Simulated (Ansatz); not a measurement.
**PtSe2: single-point calculation**

System: PtSe2 (P-3m1, 12 atoms in the cell).
Method: DFT PBEsol, scalar-relativistic, plane waves, PAW, no spin polarisation (Ansatz 0.2.0).

The structure derives from an entry of the Crystallography Open Database. It belongs to a series of runs on one base structure; here: the relaxed cell repeated 4 times. Figures and captions count atoms from 1; the log counts them from 0 in places.

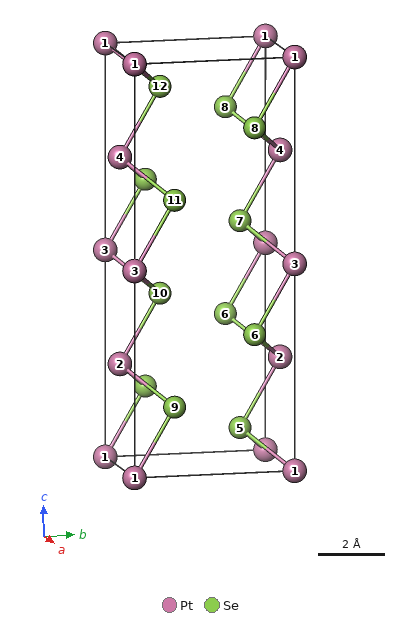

Figure 1. The input geometry (ball-and-stick view of the cell of the calculation, seen slightly off an axis; atoms are numbered from 1 in the order of the input). An atom can appear more than once, as a periodic image.

**Key numbers**

| quantity | value |
| --- | --- |
| outcome | converged |
| space group (tolerance 0.01 Å) | P-3m1 (164) |
| electrons treated | 200 |
| free energy | −92933.8168 eV |
| Fermi energy | 13.158 eV |
| gap on the k-point mesh | none (metallic) |
| pressure | 2.13 GPa |
| largest force (length of the vector) | 0.311 eV/Å |
| hardware | 2 threads of Arm Neoverse V1, 24 GiB of memory available, shared host |
| wall time | 2.6 min (CPU time 5.2 min) |
| peak memory | 2.4 GiB |

Spin–orbit coupling is left out, which matters for Pt.

**Input file**
```yaml
crystal:
  lattice:
    - [1.8620003023, -3.2250791273, 0.0]
    - [0.0, 0.0, -5.062]
    - [11.1720018138, 6.4501582546, 0.0]
  atoms:
    - { symbol: Pt, position: [0.0, 0.0, 0.0] }
    - { symbol: Pt, position: [0.5, 0.0, 0.25] }
    - { symbol: Pt, position: [0.0, 0.0, 0.5] }
    - { symbol: Pt, position: [0.5, 0.0, 0.75] }
    - { symbol: Se, position: [0.5, 0.75, 0.0833333333] }
    - { symbol: Se, position: [0.0, 0.75, 0.3333333333] }
    - { symbol: Se, position: [0.5, 0.75, 0.5833333333] }
    - { symbol: Se, position: [0.0, 0.75, 0.8333333333] }
    - { symbol: Se, position: [0.0, 0.25, 0.1666666667] }
    - { symbol: Se, position: [0.5, 0.25, 0.4166666667] }
    - { symbol: Se, position: [0.0, 0.25, 0.6666666667] }
    - { symbol: Se, position: [0.5, 0.25, 0.9166666667] }
basis:
  ecutwfc: 420
kpoints:
  mp_grid: { grid: [13, 9, 4] }
hamiltonian:
  xc: pbesol
scf:
  occupations: { method: gaussian, width: 0.15 }
output:
  forces: true
  stress: true
  eigenvalues: true
  write_density: true
  write_potential: true
  elf: true
  volumetric_format: npy
```

Launch command:
```bash
ansatz run input.yaml --threads 2 --pin off --max-ram 5120MiB --backend cpu --events-out ev --progress --plain --runs-dir out
```

**The program's output**
```
Engine: ansatz 0.2.0, aarch64-unknown-linux-gnu
Pseudopotentials: kind: paw
Pseudopotential: Pt, paw, valence charge 18, recommended cutoff 420 eV (normal), Pt.paw.azcp
Pseudopotential: Se, paw, valence charge 16, recommended cutoff 420 eV (normal), Se.paw.azcp
Functional definition: PBEsol
  exchange = pbesol_x
  correlation = pbesol_c
Crystal: 12 atoms, lattice volume = 243.182 Å³
Basis set: ecut = 420 eV, 4759 PW (Γ), exchange–correlation on 50×72×180 points (8 copies of the dense FFT grid, shifted against one another)
Bands: 120, of which v1, the nominal top of the filled ones, is band 100 counted from 1 (99 counted from 0)
Symmetry: 16 space group operations
Space group: P-3m1 (ITA 164), of the structure as read, at distance tolerance 6.2e-5 Å
k-points: 133 of 468
Non-local potential: Pt, projectors of the file, l = 0: 3, l = 1: 2, l = 2: 2, l = 3: 1
Non-local potential: Se, projectors of the file, l = 0: 2, l = 1: 2, l = 2: 3, l = 3: 1
PAW form: soft (Blöchl's): semilocal exchange-correlation on the pseudo side does not see the compensation charge
PAW frozen core: Pt, regenerated for the run's functional, and the local potential with it (the file was generated under x = pbe(κ = 0.804, μ = 0.2195149727645171), c = pbe(β = 0.06672455060314922))
PAW frozen core: Se, regenerated for the run's functional, and the local potential with it (the file was generated under x = pbe(κ = 0.804, μ = 0.2195149727645171), c = pbe(β = 0.06672455060314922))
PAW one-centre angular grid: Pt, 590 points (default); XC on 64 Gauss nodes
PAW one-centre angular grid: Se, 590 points (default); XC on 64 Gauss nodes
Initial density: superposition of atomic densities (neutral atoms: chi_scale 0, normalization atom), corrected by the library's trained network
Initial wavefunctions: pseudopotential atomic-orbital guess
Functional: x = pbesol(κ = 0.804, μ = 0.12345679012345678), c = pbesol(β = 0.046)
SCF iter   1: F=—  HF=-92933.820381 eV  |F-HF|=—  |Δ(HF+E_count)|=         —  Δρ=3.34e-3  dr2=2.48e-2  ethr=1.77e-3  ⟨swp⟩=5.1  Hψ=53679  notcnv=0  defer=126
preconditioner: auto → LDOS  [metal: Δε(μ)=0.028 eV  Ē_g=10.120 eV  σ=0.150 eV  W_gap=0.11  n_scr=80 (ndim 8)  ℏωp=22.3 eV  f_vac=0.036  D(μ)=2.56/eV (n_scr^D=10)  β→1.0]
SCF iter   2: F=—  HF=-92933.824790 eV  |F-HF|=—  |Δ(HF+E_count)|=   4.41e-3  Δρ=2.52e-3  dr2=1.86e-2  ethr=1.24e-5  ⟨swp⟩=2.0  Hψ=31158  notcnv=0  defer=169
SCF iter   3: F=—  HF=-92933.817010 eV  |F-HF|=—  |Δ(HF+E_count)|=   7.78e-3  Δρ=3.03e-4  dr2=2.20e-4  ethr=9.28e-6  ⟨swp⟩=2.0  Hψ=27166  notcnv=0  defer=169
SCF iter   4: F=—  HF=-92933.817061 eV  |F-HF|=—  |Δ(HF+E_count)|=   5.09e-5  Δρ=1.02e-4  dr2=6.23e-5  ethr=1.10e-7  ⟨swp⟩=2.0  Hψ=20334  notcnv=0  defer=169
SCF iter   5: F=—  HF=-92933.816827 eV  |F-HF|=—  |Δ(HF+E_count)|=   2.34e-4  Δρ=1.68e-5  dr2=3.90e-7  ethr=3.11e-8  ⟨swp⟩=2.0  Hψ=19194  notcnv=0  defer=169
SCF iter   6: F=-92933.816828 eV  HF=-92933.816828 eV  |F-HF|=1.57e-8  |Δ(HF+E_count)|=   4.89e-7  Δρ=2.84e-6  dr2=1.18e-8  ethr=5.00e-11  ⟨swp⟩=13.0  Hψ=112433  notcnv=0
SCF 1 converged in 6 iterations: F = -92933.816828 eV  dr2 = 1.18e-8
  greatest PAW one-centre occupation: 1.000 electrons in one spin orbital (limit 2), on the Pt atom at site 3 (counted from 0), in its partial waves of l = 0
```

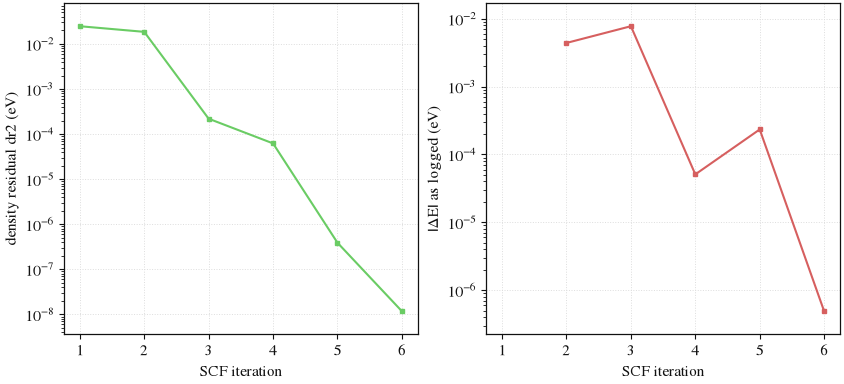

Figure 2. Convergence of the self-consistent field: density residual dr2 and size of the energy change against the SCF iteration. The residual falls at every step.

```
SCF converged after 6 iterations
Free energy (F): -92933.816828 eV
Harris-Foulkes:  -92933.816828 eV  (|F-HF|=1.57e-8)
Internal energy: -92933.787345 eV  (E = F + TS)
E sigma→0 (E₀):  -92933.802086 eV
Entropy (-TS):   -0.029482 eV (-2.457 meV/atom)
Fermi energy:    13.157824 eV
--- Per-component energies (eV) ---
  E_band       = -3865.697462
  E_kinetic    = 3502.799569
  E_local      = -27198.442206  (includes V_loc(G=0)·N_el)
  E_nonlocal   = -3923.599123
  E_hartree    = 12593.069015
  E_xc         = -1870.805537
  E_vxc        = -1998.266721  (∫ρ·V_xc dr)
  E_paw        = -52214.281251  (= ΣΔE_a)
  E_vpaw       = 565.671810  (= ΣTr[D̂ρ^β])
  E_aug_tail   = -0.004006  (compensation charges beyond the density's cutoff)
  E_ewald      = -23831.739334
  E_core_change = 9.215528  (= ΣΔE_core)
  E_smearing   = -0.029482  (= −TS)
  E_closure    = 0.000000  (closes the sum)
  Σ components = -92933.816828   (vs F -92933.816828, Δ=0.00e0)
--- Forces (eV/Å), atoms counted from 1 ---
  atom   1  Pt     0.00000000    -0.00000000    -0.00000000
  atom   2  Pt    -0.00000000     0.00000000     0.00000000
  atom   3  Pt    -0.00000000     0.00000000     0.00000000
  atom   4  Pt    -0.00000000     0.00000000    -0.00000000
  atom   5  Se     0.00012197     0.00007042     0.31092903
  atom   6  Se     0.00012197     0.00007042     0.31092903
  atom   7  Se     0.00012197     0.00007042     0.31092903
  atom   8  Se     0.00012197     0.00007042     0.31092903
  atom   9  Se    -0.00012197    -0.00007042    -0.31092903
  atom  10  Se    -0.00012197    -0.00007042    -0.31092903
  atom  11  Se    -0.00012197    -0.00007042    -0.31092903
  atom  12  Se    -0.00012197    -0.00007042    -0.31092903
  max |Σ_I F_I| component: 2.22e-16 eV/Å
--- Stress (GPa, compression-positive) ---
        2.637605      -0.002066       0.001681
       -0.002066       2.639991       0.000970
        0.001681       0.000970       1.104167
  P = ⅓ Tr σ = 2.1273 GPa (21.273 kbar)
--- Band table (eV; the first three rows and the last of 133) ---
  k-point 0: bands = ["-86.4041", "-86.4040", "-86.4040", "-86.4039", "-40.6282", "-40.6231", "-40.6231", "-40.6208", "-40.6194", "-40.6194", "-40.6181", "-40.6180", "-40.5260", "-40.5257", "-40.5257", "-40.5254", "-35.4144", "-35.4143", "-35.4143", "-35.4137", "-35.4137", "-35.4133", "-35.4133", "-35.4131", "-35.4131", "-35.4131", "-35.4123", "-35.4122", "-35.4120", "-35.4120", "-35.4118", "-35.4118", "-35.3997", "-35.3996", "-35.3991", "-35.3989", "-35.3989", "-35.3984", "-35.3984", "-35.3980", "-35.3964", "-35.3964", "-35.3959", "-35.3959", "-35.3953", "-35.3953", "-35.3948", "-35.3948", "-35.3905", "-35.3903", "-35.3903", "-35.3902", "-35.3902", "-35.3902", "-35.3902", "-35.3900", "-2.5701", "-1.9074", "-1.9074", "-0.7054", "-0.6285", "-0.0061", "-0.0061", "0.2737", "5.7833", "5.9354", "6.6462", "6.6462", "6.6629", "6.6630", "7.0458", "7.0458", "7.1594", "7.1594", "7.3321", "7.8171", "7.9229", "7.9229", "8.8639", "8.8639", "8.8915", "9.1418", "9.1419", "9.4253", "9.6047", "9.6640", "9.6842", "9.6842", "9.7422", "10.1801", "10.5866", "11.0448", "11.0448", "11.3422", "11.3422", "11.8680", "11.8680", "12.1021", "12.1022", "13.5786", "13.8154", "14.4622", "14.4622", "14.6318", "14.6319", "14.9775", "14.9775", "15.5307", "16.6636", "17.2616", "17.8931", "17.8931", "17.9104", "18.9097", "19.5053", "19.5053", "20.1575", "20.4060", "20.4060", "20.4768"]
  k-point 1: bands = ["-86.4041", "-86.4040", "-86.4040", "-86.4039", "-40.6278", "-40.6251", "-40.6212", "-40.6207", "-40.6199", "-40.6188", "-40.6185", "-40.6181", "-40.5260", "-40.5258", "-40.5256", "-40.5254", "-35.4143", "-35.4142", "-35.4142", "-35.4139", "-35.4136", "-35.4136", "-35.4135", "-35.4132", "-35.4129", "-35.4126", "-35.4123", "-35.4122", "-35.4121", "-35.4119", "-35.4119", "-35.4118", "-35.3997", "-35.3995", "-35.3992", "-35.3990", "-35.3988", "-35.3986", "-35.3984", "-35.3981", "-35.3965", "-35.3960", "-35.3959", "-35.3958", "-35.3955", "-35.3951", "-35.3949", "-35.3949", "-35.3905", "-35.3904", "-35.3902", "-35.3902", "-35.3902", "-35.3902", "-35.3902", "-35.3901", "-2.5254", "-2.1832", "-1.5878", "-0.9394", "-0.4490", "-0.1343", "0.1057", "0.2534", "5.9195", "5.9883", "6.3815", "6.6825", "6.6918", "6.6942", "6.9003", "6.9428", "7.1796", "7.3192", "7.3435", "7.7014", "7.7248", "8.4785", "8.6064", "8.8834", "8.9276", "9.0840", "9.1091", "9.2803", "9.3975", "9.5547", "9.9087", "10.0061", "10.0477", "10.3722", "10.4986", "10.7326", "10.9302", "11.2966", "11.3169", "11.6881", "11.9236", "12.0638", "12.4781", "13.4648", "13.8749", "14.2887", "14.4829", "14.5054", "14.6382", "14.7973", "15.1815", "15.4871", "17.0262", "17.5358", "17.7656", "17.8687", "18.0557", "18.8718", "19.0262", "19.6227", "20.2113", "20.2214", "20.2337", "20.5573"]
  k-point 2: bands = ["-86.4041", "-86.4041", "-86.4039", "-86.4039", "-40.6267", "-40.6267", "-40.6204", "-40.6204", "-40.6195", "-40.6195", "-40.6184", "-40.6184", "-40.5259", "-40.5259", "-40.5255", "-40.5255", "-35.4141", "-35.4141", "-35.4140", "-35.4140", "-35.4140", "-35.4140", "-35.4133", "-35.4133", "-35.4125", "-35.4125", "-35.4122", "-35.4122", "-35.4122", "-35.4122", "-35.4119", "-35.4119", "-35.3995", "-35.3995", "-35.3992", "-35.3992", "-35.3987", "-35.3987", "-35.3983", "-35.3983", "-35.3963", "-35.3963", "-35.3957", "-35.3957", "-35.3953", "-35.3953", "-35.3950", "-35.3950", "-35.3904", "-35.3904", "-35.3902", "-35.3902", "-35.3902", "-35.3902", "-35.3901", "-35.3901", "-2.3939", "-2.3939", "-1.2537", "-1.2537", "-0.2789", "-0.2789", "0.1950", "0.1950", "6.1427", "6.1427", "6.2851", "6.2851", "6.7749", "6.7749", "6.7876", "6.7876", "7.2727", "7.2727", "7.5195", "7.5195", "8.0989", "8.0989", "8.8847", "8.8847", "9.0216", "9.0216", "9.0252", "9.0252", "9.4652", "9.4652", "10.2344", "10.2344", "10.3577", "10.3577", "10.4883", "10.4883", "10.8223", "10.8223", "11.5809", "11.5809", "11.9325", "11.9325", "13.0644", "13.0644", "14.0497", "14.0497", "14.4349", "14.4349", "14.6820", "14.6820", "15.3634", "15.3634", "17.6975", "17.6975", "17.7883", "17.7883", "18.2076", "18.2076", "19.3190", "19.3190", "19.9370", "19.9370", "20.3829", "20.3829"]
  k-point 132: bands = ["-86.4039", "-86.4039", "-86.4039", "-86.4039", "-40.6279", "-40.6277", "-40.6267", "-40.6263", "-40.6229", "-40.6218", "-40.6213", "-40.6209", "-40.5254", "-40.5254", "-40.5254", "-40.5254", "-35.4140", "-35.4140", "-35.4140", "-35.4139", "-35.4136", "-35.4136", "-35.4134", "-35.4133", "-35.4125", "-35.4125", "-35.4124", "-35.4124", "-35.4124", "-35.4122", "-35.4121", "-35.4120", "-35.3985", "-35.3984", "-35.3983", "-35.3983", "-35.3976", "-35.3975", "-35.3975", "-35.3974", "-35.3972", "-35.3970", "-35.3970", "-35.3969", "-35.3965", "-35.3963", "-35.3962", "-35.3962", "-35.3900", "-35.3900", "-35.3900", "-35.3900", "-35.3899", "-35.3899", "-35.3899", "-35.3899", "-0.8406", "-0.8000", "-0.7953", "-0.6972", "-0.5260", "-0.4918", "-0.4626", "-0.3992", "5.5379", "5.6232", "6.0263", "6.0808", "6.6077", "6.6739", "6.9670", "7.0371", "7.2922", "7.4942", "7.4953", "7.5748", "8.1967", "8.2648", "8.3207", "8.4215", "8.6408", "8.6726", "9.3608", "9.4128", "9.6282", "9.6372", "9.6640", "9.6727", "9.7313", "9.7745", "9.8696", "10.2151", "10.4747", "10.5198", "10.5752", "10.6027", "11.0814", "11.3789", "11.5205", "11.6084", "14.1866", "14.2336", "14.3987", "14.6313", "14.7029", "14.8228", "14.9156", "14.9743", "17.5454", "17.6645", "18.2293", "18.2421", "18.2476", "18.5822", "19.1902", "19.4601", "20.4253", "20.5473", "20.9420", "21.1240"]
```

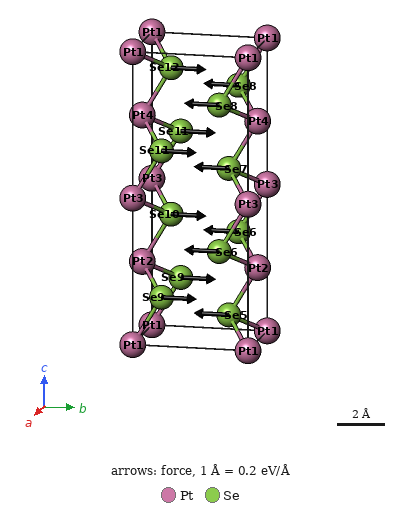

Figure 3. Forces on the atoms as black arrows (ball-and-stick view of the cell of the calculation, seen slightly off an axis; atoms are numbered from 1 in the order of the input). The largest act on all 8 Se atoms (0.31 eV/Å). The geometry is not a stationary point of this energy.

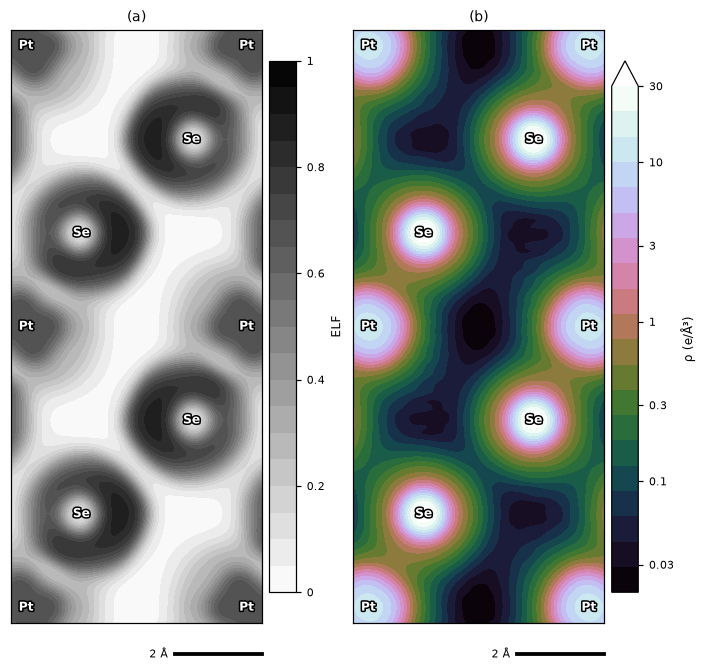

Figure 4. (a) ELF; (b) valence charge density (pseudo) on the (100) plane of the calculation cell. Pt–Se (2.49 Å): ρ is about 0.6 e/Å³ halfway; the ELF is about 0.50 at the midpoint. Away from the nuclei the density in this plane falls to 0.02 e/Å³ at its lowest. The strong features right at Pt lie inside the PAW spheres (semicore, d or f shells) and say nothing about bonding. In a PAW calculation such maps are meaningful between the atoms, not at the nuclei.

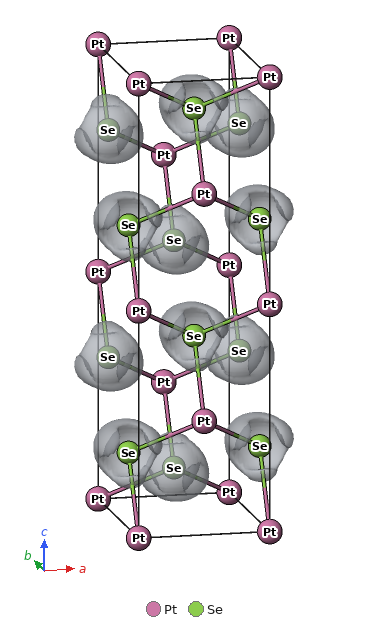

Figure 5. Isosurface of the electron localisation function at 0.75 (grey), seen slightly off an axis. Only the valence region is drawn (cores and ρ < 0.01 e/Å³ removed). Sticks mark near contacts. The outline is the calculation cell. Profiles from the grid: Pt–Se (2.49 Å): the ELF is about 0.50 at the midpoint.
